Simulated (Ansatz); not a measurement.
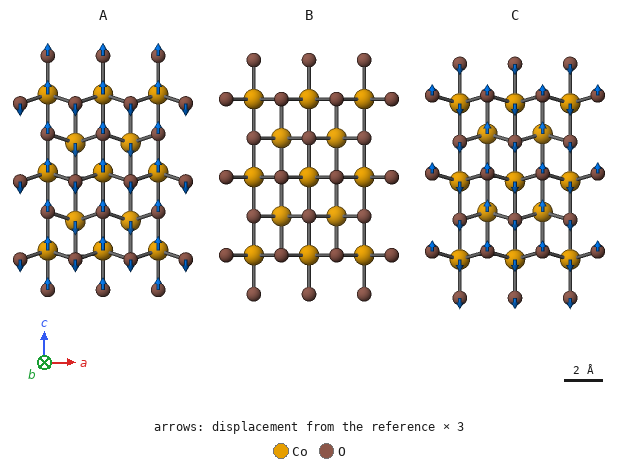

Energy scan for solid CoO (Fm-3m), in which a normal mode of wave vector (0, 1/2, 1/2) of the primitive cell, folded into a doubled cell, is frozen in with the cell fixed, the amplitude being the largest displacement of an atom. The picture is a ball-and-stick view of the cell of the calculation, repeated 2 × 2 × 2 with one cell outlined, seen along the b axis. Blue arrows: displacements from the reference.

Computed with DFT PBEsol, scalar-relativistic, plane waves, PAW in Ansatz. (plane-wave cutoff 420 eV; k-point mesh 20 × 20 × 14; occupations gaussian; smearing width 0.15 eV; collinear spin). Energies (free energies at the smearing named) are counted from the relaxed crystal.

### Order these geometries by energy, lowest first.

Lowest first: B (the amplitude 0.00 Å, 0.0 meV/cell), C (the amplitude 0.2275 Å, 144.5 meV/cell), A (the amplitude −0.26 Å, 270.1 meV/cell). Over the whole scan: the harmonic wavenumber of the mode is 123i cm⁻¹, so the reference is unstable against it. Of the computed points the lowest is at the amplitude 0.0975 Å, −22.4 meV/cell. Further local minima among the points: −0.13 Å (−20.4 meV/cell). A local maximum lies at 0.00 Å (0.0 meV/cell). The end points stand at 270.1 meV/cell (−0.26 Å) and 270.1 meV/cell (0.26 Å). The reference isn't the lowest point: the distortion gains at least 22.4 meV/cell. At the highest point the shortest interatomic distance is 2.06 Å, against 2.08 Å in the reference. The distortion takes the space group from Fm-3m to P4/nmm.
